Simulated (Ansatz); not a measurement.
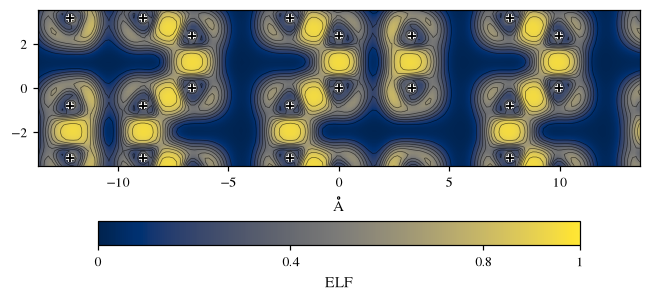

The ELF on a plane through atoms (crosses mark nuclei in the plane).

These are results of DFT r2SCAN, scalar-relativistic, plane waves, PAW (Ansatz 0.2.0), not measurements.

Candidates:
A. Si, a = 3.83 Å, b = 26.55 Å, c = 6.34 Å, α = 90.00°, β = 90.00°, γ = 90.00°. Space group Cmcm; a structure from a database of computed crystals, not necessarily the ambient phase; not relaxed (largest force 0.4 eV/Å).
B. Ge, a = 2.82 Å, b = 3.90 Å, c = 14.58 Å, α = 88.80°, β = 86.68°, γ = 68.84°. Space group P-1; a structure from a database of computed crystals, not necessarily the ambient phase.
C. TiSi, a = 5.79 Å, b = 5.79 Å, c = 5.79 Å, α = 90.00°, β = 90.00°, γ = 90.00°. Space group F-43m; started from the zinc blende prototype, which need not be the ambient phase; computed without spin polarisation.

Which candidate gave the map?

Answer. Candidate A: Si on the (100) plane of the conventional cell, which holds Si. Si–Si (2.37 Å): the ELF peaks at about 0.95 between the atoms.
